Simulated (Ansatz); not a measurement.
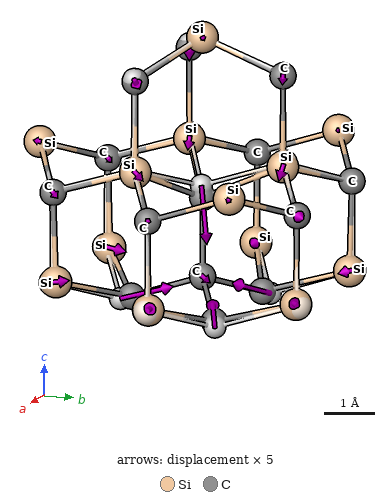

This is a relaxation of a defect cell of composition Si127C129 (cell charge −1). The starting structure is drawn faded, the final one solid; purple arrows show the displacements, magnified 5 times.

The picture is a ball-and-stick view of the atoms within 4.2 Å of the atom that moves most (axes of the cell of the calculation (origin shifted)), seen slightly off an axis.

The calculation used DFT, PBEsol, PAW, plane waves (Ansatz 0.2.0). Set-up: plane-wave cutoff 420 eV; k-point mesh 1 × 1 × 1; mesh shifted by (0.25, 0.25, 0.25); collinear spin; atoms relaxed in a fixed cell; force threshold 0.03 eV/Å; at most 80 steps.

> Which element moves most?

Carbon: up to 0.25 Å, against 0.10 Å for silicon.

> What did the optimiser do to the structure, and how much energy did it gain?

The largest moves, 0.25 Å, are those of C atoms. Largest moves by element: C 0.25 Å, Si 0.10 Å. The cell stays as it was. Among the contacts that change: C–C 1.933 → 1.656 Å, C–C 1.894 → 1.656 Å, C–C 1.876 → 1.661 Å, C–Si 1.864 → 1.929 Å. Bond angles that change, for instance: Si–C–Si 110.6° → 104.0°, C–Si–C 108.8° → 114.8°, Si–C–Si 108.3° → 104.0°. Over 4 geometry steps the energy falls by 5.380 eV per cell of the calculation. The largest force component goes from 2.5 to 0.026 eV/Å. The program noted that the starting moments weren't kept. The run took 45 s on 1 × NVIDIA GB300 Max-Q with 8 threads of Arm Neoverse-V2, peak memory 3.1 GiB.

Limits of the set-up: the cell is charged, on a uniform background, and energies carry no finite-size correction.
